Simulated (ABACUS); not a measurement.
## Band-structure run of CuI (part 1 of 2)

CuI (4 atoms in the cell), computed with Kohn-Sham DFT of a periodic cell, PBEsol, PseudoDojo NC SR 0.5 PBE standard, no spin polarisation (ABACUS 3.10.1).

The structure derives from a Materials Project entry. It belongs to a series of runs on one base structure; here: bands on the converged density.

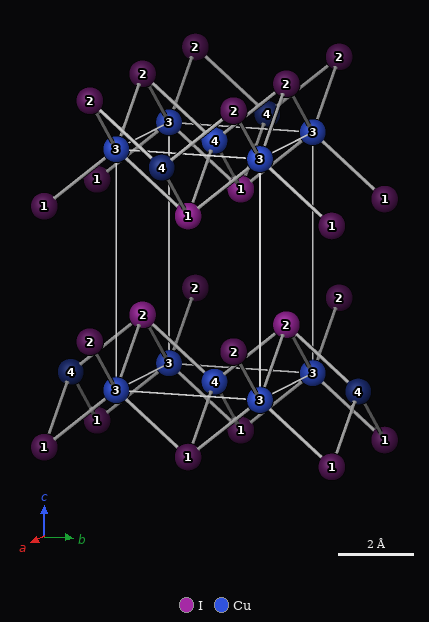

Figure 1. The structure (ball-and-stick view of the cell of the calculation, seen slightly off an axis; neighbours outside the cell are drawn fainter; atoms are numbered from 1 in the order of the input). An atom can appear more than once, as a periodic image.

## Input
```
INPUT_PARAMETERS
suffix              CuI
calculation         nscf
basis_type          pw
pseudo_dir          ./
symmetry            -1
dft_functional      pbesol
ecutwfc             92.0
pseudo_rcut         7
nspin               1
nbands              38
ks_solver           dav
smearing_method     fd
smearing_sigma      0.00367493
scf_thr             1e-08
scf_nmax            100
mixing_type         broyden
mixing_beta         0.7
init_chg            file
pw_diag_thr         1e-07
out_band            1
kpar                4
```

## File STRU
```
ATOMIC_SPECIES
I 126.9045 I.upf
Cu 63.5460 Cu.upf

LATTICE_CONSTANT
7.7293505951

LATTICE_VECTORS
1.0000000000 0.0000000000 0.0000000000
0.0000000000 1.0000000000 0.0000000000
0.0000000000 0.0000000000 1.6017466487

ATOMIC_POSITIONS
Cartesian

I
0.0
2
0.0000000000 0.5000000000 1.1901527960 1 1 1
0.5000000000 0.0000000000 0.4115938527 1 1 1

Cu
0.0
2
0.0000000000 0.0000000000 0.0000000000 1 1 1
0.5000000000 0.5000000000 0.0000000000 1 1 1
```

## File KPT
```
K_POINTS
12
Line
0.00000000 0.00000000 0.00000000 10 // G
0.00000000 0.50000000 0.00000000 10 // X
0.50000000 0.50000000 0.00000000 10 // M
0.00000000 0.00000000 0.00000000 10 // G
0.00000000 0.00000000 0.50000000 10 // Z
0.00000000 0.50000000 0.50000000 10 // R
0.50000000 0.50000000 0.50000000 10 // A
0.00000000 0.00000000 0.50000000 1 // Z
0.00000000 0.50000000 0.00000000 10 // X
0.00000000 0.50000000 0.50000000 1 // R
0.50000000 0.50000000 0.00000000 10 // M
0.50000000 0.50000000 0.50000000 1 // A
```

Hardware: 4 threads of Intel Xeon @ 2.50GHz (Skylake/Cascade Lake), 32 GiB of memory available, shared host.

Command:
```bash
OMP_NUM_THREADS=1 mpirun -np 4 abacus > log
```

## What the program printed
```
ABACUS v3.10.1

               Atomic-orbital Based Ab-initio Computation at UStc

 ------------------------------------------------------------------------------------

 READING GENERAL INFORMATION
                           global_out_dir = OUT.CuI/
                           global_in_card = INPUT
                               pseudo_dir = ./
                              orbital_dir =
                                    DSIZE = 4
                                    GSIZE = 1

 READING UNITCELL INFORMATION
                                    ntype = 2
                  lattice constant (Bohr) = 7.72935
              lattice constant (Angstrom) = 4.09019

 READING ATOM TYPE 1
                               atom label = I
                      L=0, number of zeta = 1
                      L=1, number of zeta = 1
                      L=2, number of zeta = 1
             number of atom for this type = 2

 READING ATOM TYPE 2
                               atom label = Cu
                      L=0, number of zeta = 1
                      L=1, number of zeta = 1
                      L=2, number of zeta = 1
             number of atom for this type = 2

                        TOTAL ATOM NUMBER = 4
CARTESIAN COORDINATES ( UNIT =       7.729350595100 Bohr ).
    atom                   x                   y                   z     mag                  vx                  vy                  vz
tauc_I1            0.0000000000        0.5000000000        1.1901527960  0.0000        0.0000000000        0.0000000000        0.0000000000
tauc_I2            0.5000000000        0.0000000000        0.4115938527  0.0000        0.0000000000        0.0000000000        0.0000000000
tauc_Cu1            0.0000000000        0.0000000000        0.0000000000  0.0000        0.0000000000        0.0000000000        0.0000000000
tauc_Cu2            0.5000000000        0.5000000000        0.0000000000  0.0000        0.0000000000        0.0000000000        0.0000000000

                          Volume (Bohr^3) = 739.644
                             Volume (A^3) = 109.604

 Lattice vectors: (Cartesian coordinate: in unit of a_0)
                   +1                  +0                  +0
                   +0                  +1                  +0
                   +0                  +0            +1.60175
 Reciprocal vectors: (Cartesian coordinate: in unit of 2 pi/a_0)
                   +1                  -0                  +0
                   -0                  +1                  -0
                   +0                  -0           +0.624318
 The esolver type has been set to : ksdft_pw

                PAO radial cut off (Bohr) = 7

 Read in pseudopotential file is I.upf
                     pseudopotential type = NC
          exchange-correlation functional = PBE
                 nonlocal core correction = 1
                        valence electrons = 7
                                     lmax = 3
                           number of zeta = 2
                     number of projectors = 8
                           L of projector = 0
                           L of projector = 0
                           L of projector = 1
                           L of projector = 1
                           L of projector = 2
                           L of projector = 2
                           L of projector = 3
                           L of projector = 3
 XC functional updated to : pbesol
          exchange-correlation functional = PBESOL
                PAO radial cut off (Bohr) = 7

 Read in pseudopotential file is Cu.upf
                     pseudopotential type = NC
          exchange-correlation functional = PBE
                 nonlocal core correction = 1
                        valence electrons = 19
                                     lmax = 2
                           number of zeta = 4
                     number of projectors = 6
                           L of projector = 0
                           L of projector = 0
                           L of projector = 1
                           L of projector = 1
                           L of projector = 2
                           L of projector = 2
 XC functional updated to : pbesol
          exchange-correlation functional = PBESOL
     initial pseudo atomic orbital number = 28

 SETUP THE ELECTRONS NUMBER
             electron number of element I = 7
       total electron number of element I = 14
            electron number of element Cu = 19
      total electron number of element Cu = 38
            AUTOSET number of electrons:  = 52
                           occupied bands = 26
                                   NBANDS = 38
                                   NLOCAL = 36

%%%%%%%%%%%%%%%%%%%%%%%%%%%%%%%%%%%%%%%%%%%%%%%%%%%%%%%%%%%%%%%%%%%%%%%%%%%%%%%%%%%%%%%%%%%%%%%%%%%%%%%%%%
 Warning: the number of valence electrons in pseudopotential > 11 for Cu: [Ar] 3d10 4s1
 Pseudopotentials with additional electrons can yield (more) accurate outcomes, but may be less efficient.
 If you're confident that your chosen pseudopotential is appropriate, you can safely ignore this warning.
%%%%%%%%%%%%%%%%%%%%%%%%%%%%%%%%%%%%%%%%%%%%%%%%%%%%%%%%%%%%%%%%%%%%%%%%%%%%%%%%%%%%%%%%%%%%%%%%%%%%%%%%%%

 SETUP THE PLANE WAVE BASIS
 energy cutoff for charge/potential (unit:Ry) = 368
            fft grid for charge/potential = [ 48, 48, 75 ]
                        fft grid division = [ 1, 1, 1 ]
        big fft grid for charge/potential = [ 48, 48, 75 ]
                                     nbxx = 172800
                                     nrxx = 172800

 SETUP PLANE WAVES FOR CHARGE/POTENTIAL
                    number of plane waves = 88223
                         number of sticks = 1749

 PARALLEL PW FOR CHARGE/POTENTIAL
     PROC   COLUMNS(POT)             PW
        1           1749          88223
 --------------- sum -------------------
        1           1749          88223
                            number of |g| = 5188
                                  max |g| = 556.8
                                  min |g| = 0

----------- Double Check Mixing Parameters Begin ------------
mixing_type: broyden
mixing_beta: 0.7
mixing_gg0: 1
mixing_gg0_min: 0.1
mixing_ndim: 8
----------- Double Check Mixing Parameters End ------------

 SETUP K-POINTS
                                    nspin = 1
                                   nkstot = 93
K-POINTS DIRECT COORDINATES
 KPOINTS    DIRECT_X    DIRECT_Y    DIRECT_Z  WEIGHT
       1  0.00000000  0.00000000  0.00000000  1.0000
       2  0.00000000  0.05000000  0.00000000  1.0000
       3  0.00000000  0.10000000  0.00000000  1.0000
       4  0.00000000  0.15000000  0.00000000  1.0000
       5  0.00000000  0.20000000  0.00000000  1.0000
       6  0.00000000  0.25000000  0.00000000  1.0000
       7  0.00000000  0.30000000  0.00000000  1.0000
       8  0.00000000  0.35000000  0.00000000  1.0000
       9  0.00000000  0.40000000  0.00000000  1.0000
      10  0.00000000  0.45000000  0.00000000  1.0000
      11  0.00000000  0.50000000  0.00000000  1.0000
      12  0.05000000  0.50000000  0.00000000  1.0000
      13  0.10000000  0.50000000  0.00000000  1.0000
      14  0.15000000  0.50000000  0.00000000  1.0000
      15  0.20000000  0.50000000  0.00000000  1.0000
      16  0.25000000  0.50000000  0.00000000  1.0000
      17  0.30000000  0.50000000  0.00000000  1.0000
      18  0.35000000  0.50000000  0.00000000  1.0000
      19  0.40000000  0.50000000  0.00000000  1.0000
      20  0.45000000  0.50000000  0.00000000  1.0000
      21  0.50000000  0.50000000  0.00000000  1.0000
      22  0.45000000  0.45000000  0.00000000  1.0000
      23  0.40000000  0.40000000  0.00000000  1.0000
      24  0.35000000  0.35000000  0.00000000  1.0000
      25  0.30000000  0.30000000  0.00000000  1.0000
      26  0.25000000  0.25000000  0.00000000  1.0000
      27  0.20000000  0.20000000  0.00000000  1.0000
      28  0.15000000  0.15000000  0.00000000  1.0000
      29  0.10000000  0.10000000  0.00000000  1.0000
      30  0.05000000  0.05000000  0.00000000  1.0000
[... 63 further k points ...]

           k-point number in this process = 24
       minimum distributed K point number = 23

[... K-POINTS CARTESIAN COORDINATES: 24 rows ...]

[... K-POINTS DIRECT COORDINATES: 24 rows ...]

 SETUP PLANE WAVES FOR WAVE FUNCTIONS
     energy cutoff for wavefunc (unit:Ry) = 92
              fft grid for wave functions = [ 48, 48, 75 ]
                    number of plane waves = 13177
                         number of sticks = 489

 PARALLEL PW FOR WAVE FUNCTIONS
     PROC   COLUMNS(POT)             PW
        1            489          13177
 --------------- sum -------------------
        1            489          13177

 SETUP NONLOCAL PSEUDOPOTENTIALS IN PLANE WAVE BASIS
 I non-local projectors:
 projector 1 L=0
 projector 2 L=0
 projector 3 L=1
 projector 4 L=1
 projector 5 L=2
 projector 6 L=2
 projector 7 L=3
 projector 8 L=3
 Cu non-local projectors:
 projector 1 L=0
 projector 2 L=0
 projector 3 L=1
 projector 4 L=1
 projector 5 L=2
 projector 6 L=2
      TOTAL NUMBER OF NONLOCAL PROJECTORS = 100

 Init Non-Local PseudoPotential table :
 Init Non-Local-Pseudopotential done.

                                     npwx = 11052

 Make real space PAO into reciprocal space.
       max mesh points in Pseudopotential = 701
     dq(describe PAO in reciprocal space) = 0.01
                                    max q = 1155

 number of pseudo atomic orbitals for I is 2
WARNING: norm of atomic wavefunction # 1 of atomic type I is 0.999992, renormalized
WARNING: norm of atomic wavefunction # 2 of atomic type I is 0.99941, renormalized

 number of pseudo atomic orbitals for Cu is 4
WARNING: norm of atomic wavefunction # 3 of atomic type Cu is 0.99994, renormalized
WARNING: norm of atomic wavefunction # 4 of atomic type Cu is 0.995767, renormalized

 -------------------------------------------
 NONSELF-CONSISTENT
 -------------------------------------------
                                 init_chg = file
 try to read charge from file
 Read in the charge density: OUT.CuI//CuI-CHARGE-DENSITY.restart

 PW ALGORITHM --------------- ION=   1  ELEC=   1--------------------------------

 k(1/93) Iter steps (avg)=18 threshold=1e-07

 k(2/93) Iter steps (avg)=17 threshold=1e-07
 k(3/93) Iter steps (avg)=18 threshold=1e-07
 k(4/93) Iter steps (avg)=18 threshold=1e-07
 k(5/93) Iter steps (avg)=18 threshold=1e-07
 k(6/93) Iter steps (avg)=17 threshold=1e-07
 k(7/93) Iter steps (avg)=18 threshold=1e-07
 k(8/93) Iter steps (avg)=18 threshold=1e-07
 k(9/93) Iter steps (avg)=18 threshold=1e-07
 k(10/93) Iter steps (avg)=19 threshold=1e-07
 k(11/93) Iter steps (avg)=19 threshold=1e-07
 k(12/93) Iter steps (avg)=20 threshold=1e-07
 k(13/93) Iter steps (avg)=21 threshold=1e-07
 k(14/93) Iter steps (avg)=21 threshold=1e-07
 k(15/93) Iter steps (avg)=18 threshold=1e-07

 k(16/93) Iter steps (avg)=16 threshold=1e-07
 k(17/93) Iter steps (avg)=15 threshold=1e-07
 k(18/93) Iter steps (avg)=15 threshold=1e-07
 k(19/93) Iter steps (avg)=17 threshold=1e-07
 k(20/93) Iter steps (avg)=18 threshold=1e-07
 k(21/93) Iter steps (avg)=17 threshold=1e-07
 k(22/93) Iter steps (avg)=22 threshold=1e-07
 k(23/93) Iter steps (avg)=18 threshold=1e-07
 k(24/93) Iter steps (avg)=17 threshold=1e-07
[... levels at 24 k points of this process ...]
```
